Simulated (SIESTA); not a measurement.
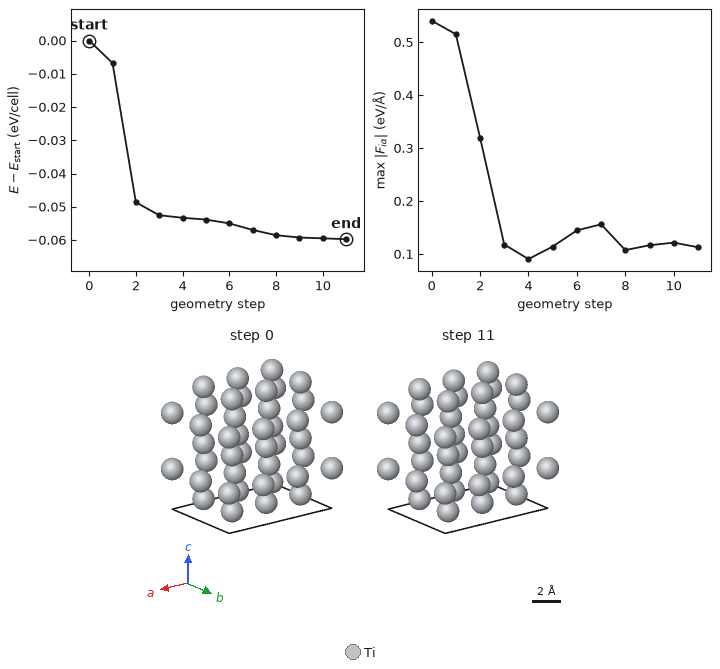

First and last geometry of a relaxation of a slab of composition Ti, with the history of the run. The picture is a spheres-only view of the 3 × 2 repeat of the cell, outlined in the plane, without the vacuum, seen from a free direction.

The run lets the atoms move in a fixed cell.

The calculation used SIESTA, Kohn-Sham DFT of a periodic cell, PBE, PseudoDojo 0.4 standard, converted to PSML.

Input
```python
from ase import Atoms
from ase.calculators.siesta import Siesta
from ase.units import Ry, GPa
from ase.optimize import BFGS
from ase.constraints import FixAtoms

atoms = Atoms(
    ['Ti', 'Ti', 'Ti', 'Ti', 'Ti'],
    cell=[
        [2.8422953752, -0.0, 0.0],
        [-0.9474317917, 2.6797417786, -0.0],
        [0.0, 0.0, 24.2828978234],
    ],
    scaled_positions=[
        [0.5, 0.5, 0.3088593484],
        [0.0, 0.0, 0.4044296742],
        [0.5, 0.5, 0.5],
        [0.0, 0.0, 0.5955703258],
        [0.5, 0.5, 0.6911406516],
    ],
    pbc=True,
)

fdf = {
    'SCFMustConverge': False,
    'OccupationFunction': 'FD',
    'ElectronicTemperature': '0.05 eV',
    'Slab.DipoleCorrection': 'vacuum',
    'MaxSCFIterations': '120',
    'SCF.Mixer.Method': 'Pulay',
    'SCF.Mixer.Weight': '0.25',
    'SCF.Mixer.History': '8',
    'SCF.DM.Tolerance': '5.0e-05',
    'SCF.H.Tolerance': '1.0e-03 eV',
    'WriteForces': 'true',
    'Charge.Mulliken': 'end',
    'PAO.Basis': ['Ti.1 5', 'n=3 0 2', '  3.144 0.000', 'n=4 0 2', '  8.756 0.000', 'n=3 1 2', '  3.568 0.000', 'n=4 1 1', '  8.756', 'n=3 2 2', '  6.267 0.000'],
}
calc = Siesta(
    label="Ti",
    command="siesta < PREFIX.fdf > PREFIX.out",
    pseudo_path="pseudos",
    pseudo_qualifier="",
    xc=('GGA', 'PBE'),
    basis_set="DZP",
    mesh_cutoff=800 * Ry,
    energy_shift=0.003 * Ry,
    kpts=[8, 8, 1],
    spin="non-polarized",
    fdf_arguments=fdf,
)
atoms.calc = calc

atoms.set_constraint(FixAtoms([0, 1]))
opt = BFGS(atoms, trajectory="relax.traj")
converged = opt.run(fmax=0.01, steps=40)
print("converged:", converged)
print("cell (A):", atoms.cell.cellpar().round(5))
print("scaled positions:")
print(atoms.get_scaled_positions().round(6))
print(f"energy = {atoms.get_potential_energy():.6f} eV")
free = atoms.get_potential_energy(force_consistent=True)
print(f"free energy = {free:.6f} eV")
print("forces (eV/A):")
print(atoms.get_forces(apply_constraint=False).round(6))
print("stress (GPa, Voigt order, tension positive):", (atoms.get_stress() / GPa).round(4))
```

Run as
```bash
python run.py
```

Read the history and describe the run.

Answer. The run was cut off at its time limit before the relaxation converged, so the last structure is only a point on the way. Over 11 geometry steps the energy falls by 59.8 meV per cell of the calculation. Largest force component: 0.54 eV/Å at the start, 0.11 eV/Å at the end. A Ti atom moves most: 0.19 Å along the normal (−c). The cell stays as it was. Among the contacts that change: Ti–Ti 2.842 → 2.690 Å, Ti–Ti 3.282 → 3.151 Å, Ti–Ti 2.842 → 2.851 Å. Cost: 42 min on 1 thread of Arm Neoverse V2, on a shared host, peak memory 0.65 GiB.
